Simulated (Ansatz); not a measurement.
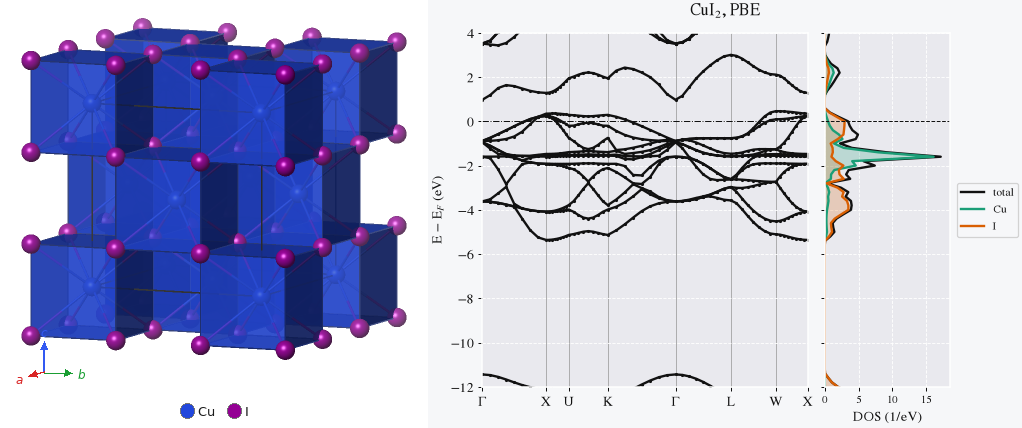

Describe the figure.

Band structure and density of states of CuI2, space group Fm-3m, 3 atoms in the cell, beside the structure. Method: DFT, PBE, all-electron LAPW, scalar-relativistic, no spin polarisation, 12×12×12 k mesh (Ansatz). Energies are counted from the Fermi level. The path runs straight from each named point to the next. The partial curves are projected on atomic shells.

A metal: 3 bands cross the Fermi level along this path. At X the nearest levels lie 1.47 eV below and 0.24 eV above the Fermi level. The density of states at the Fermi level isn't well fixed here: it changes fast, and within 0.3 eV it runs from 1.4 to 3.9 per eV and cell. By projected weight, the states within 0.3 eV of the Fermi level are I (85 %) and Cu (15 %).
